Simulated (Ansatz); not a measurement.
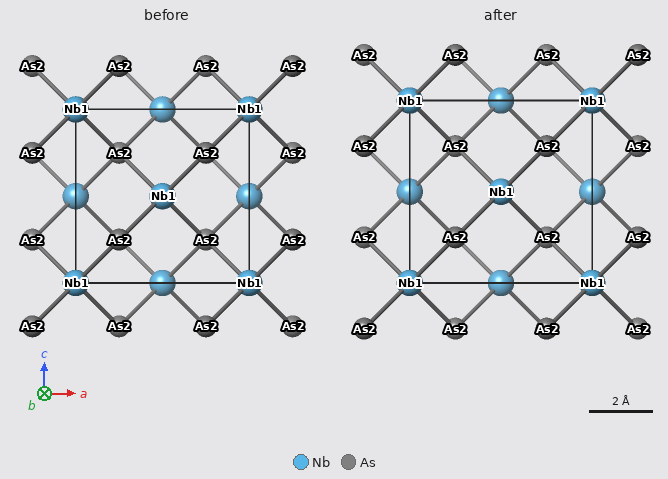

The structure of solid NbAs (built on the zinc blende type) (coarse preliminary run) before (left) and after (right) a relaxation, at one scale.

The picture is a ball-and-stick view of the conventional cell (4 times the calculation's cell), seen along the b axis. Lengths and directions refer to the drawn axes.

Method: Ansatz 0.2.0, DFT r2SCAN, scalar-relativistic, plane waves, PAW.

The input:
```yaml
crystal:
  lattice:
    - [0.0, 2.7767504414, 2.7767504414]
    - [2.7767504414, 0.0, 2.7767504414]
    - [2.7767504414, 2.7767504414, 0.0]
  atoms:
    - { symbol: Nb, position: [0.0, 0.0, 0.0], spin: 0.46 }
    - { symbol: As, position: [0.25, 0.25, 0.25] }
basis:
  ecutwfc: 500
kpoints:
  mp_grid: { grid: [6, 6, 6] }
hamiltonian:
  xc: r2scan
scf:
  occupations: { method: gaussian, width: 0.1 }
output:
  forces: true
  stress: true
  eigenvalues: true
  populations: true
magnetization:
  spin_polarized: true
relax:
  adjacent_minimum: "off"
  f_tol: 0.05
  max_steps: 80
  cell: { stress_tol: 0.5 }
```

Launched with:
```bash
ansatz run input.yaml --threads 1 --pin off --max-ram 2560MiB --backend cpu --events-out ev --progress --plain --runs-dir out
```

Question: Describe what moved and what it gained.

Answer: Over 2 accepted moves (3 points after the start) the energy falls by 160 meV per atom. All forces vanish by symmetry, so only the cell relaxes. The pressure goes from 16.73 to 0.08 GPa. The SCF was repeated once at an unchanged geometry on a basis and grid sized afresh for the cell, which shifted the energy by 1.0 meV per atom at most. No atom moves by more than 0.005 Å relative to the cell. The drawn cell changes as follows: a = b = c 5.553 → 5.839 Å (+5.1 %); the volume changes by +16.2 %. Some distances before and after: Nb1–As2 2.405 → 2.528 Å. The space group stays F-43m (No. 216).
